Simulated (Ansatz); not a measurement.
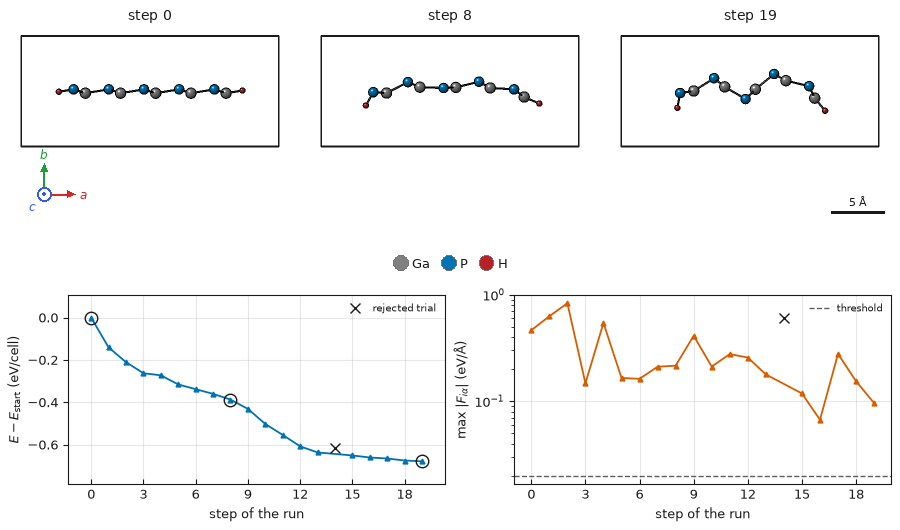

Frames of a relaxation of a wire of composition Ga₅P₅H₂, marked on the history of the run. The picture is a ball-and-stick view of the 2 repeat of the cell, with the vacuum cut short, seen along the c axis.

Case: zigzag ribbon, 5 formula units a period, edges capped with H, edge spins parallel.

Method: DFT PBEsol, scalar-relativistic, plane waves, PAW (Ansatz). (plane-wave cutoff 420 eV; k-point mesh 1 × 1 × 14; occupations gaussian; smearing width 0.05 eV; collinear spin; cell relaxed at fixed a, b, alpha, beta, gamma; force threshold 0.02 eV/Å; at most 45 steps)

Q: Describe the path.

A: The run was cut off at its time limit before the relaxation converged, so the last structure is only a point on the way. The energy falls by 0.678 eV per cell of the calculation in 18 accepted moves (19 points after the start). Largest force component: 0.46 eV/Å at the start, 0.096 eV/Å at the end. The line search rejected the trial step at point 14 of the run. An H atom moves most relative to the centre of the atoms: 2.53 Å. Largest moves by element: H 2.53 Å, P 1.54 Å, Ga 1.28 Å. Along the periodic axis the drawn cell goes c 7.716 → 7.558 Å (−2.1 %). Near-neighbour distances that change, for instance: Ga–P 2.257 → 2.303 Å, Ga–P 2.257 → 2.279 Å, Ga–H 1.570 → 1.555 Å, H–P 1.420 → 1.435 Å. Bond angles that change, for instance: Ga–P–Ga 117.5° → 98.4°, Ga–P–Ga 117.5° → 100.5°, Ga–P–H 117.5° → 100.6°. The program noted that the starting moments weren't kept. From step 0 to 8: an H atom moves most (1.46 Å), energy −0.387 eV per cell of the calculation. From step 8 to 19: an H atom moves most (1.51 Å), energy −0.292 eV per cell of the calculation.
